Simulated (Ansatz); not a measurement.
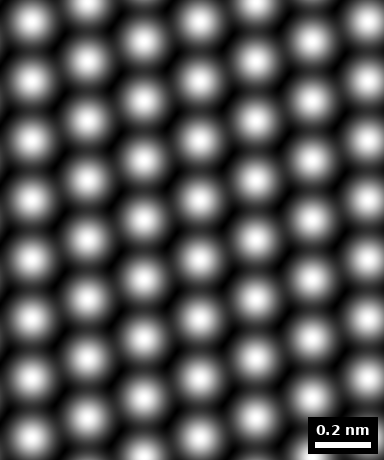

iDPC-like image of Co (Fm-3m, No. 225). Simulated as the projected potential of neutral atoms (B = 0.3 Å²) blurred by a 0.82 Å probe, the thin-sample limit of integrated differential phase contrast. The display is stretched by a gamma of 0.65; percentages refer to the linear signal. Atomic positions: the input geometry of an electronic-structure calculation (not necessarily at equilibrium); the starting structure was generated, so it need not be a known form of this composition.

```xyz
4
Lattice="3.5417 0.0000 0.0000 0.0000 3.5417 0.0000 0.0000 0.0000 3.5417" Properties=species:S:1:pos:R:3 pbc="T T T"
Co    0.0000    0.0000    0.0000
Co    0.0000    1.7708    1.7708
Co    1.7708    0.0000    1.7708
Co    1.7708    1.7708    0.0000
```

**Which beam direction gives this image, [210], [111], [221] or [110]? (Directions equivalent by symmetry count as one.)**

[110]. The projected cells are 0.79 × 1.77 Å, 90° for [210]; 1.45 × 1.45 Å, 120° for [111]; 0.83 × 1.32 Å, 108° for [221]; 2.17 × 2.17 Å, 109° for [110], and the image repeats as the [110] one does.
